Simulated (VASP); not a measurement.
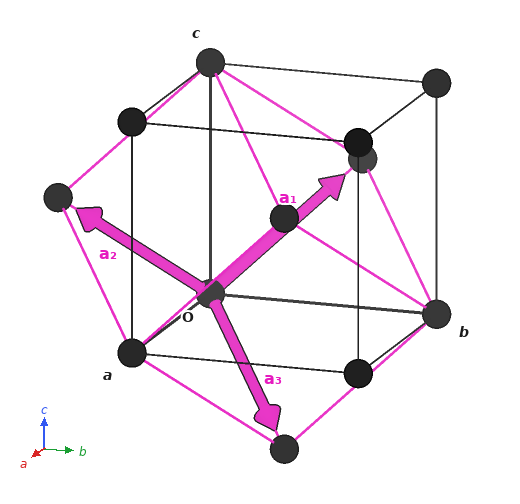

Crystal: Ta, the geometry relaxed with VASP 6.6.1, VASP Kohn-Sham DFT of a periodic cell, LDA, VASP PAW LDA potentials, recommended. The conventional cell (thin) and a primitive cell (coloured, vectors a₁, a₂, a₃), with the lattice points alone. Symmetry computed with spglib at a tolerance of 0.002 Å; standard conventional cell.

a = 3.267 Å, b = 3.267 Å, c = 3.267 Å, α = 90.00°, β = 90.00°, γ = 90.00°.

### What is the centring, and how are the primitive vectors built?

I, body-centred cubic, with lattice points at (0, 0, 0), (1/2, 1/2, 1/2). a₁ = −1/2 a + 1/2 b + 1/2 c; a₂ = 1/2 a − 1/2 b + 1/2 c; a₃ = 1/2 a + 1/2 b − 1/2 c.

### Give the primitive cell's size and content.

Edges 2.830, 2.830, 2.830 Å; angles 109.47°, 109.47°, 109.47°; volume 17.44 Å³, 1/2 of the conventional cell; 1 of its 2 atoms.
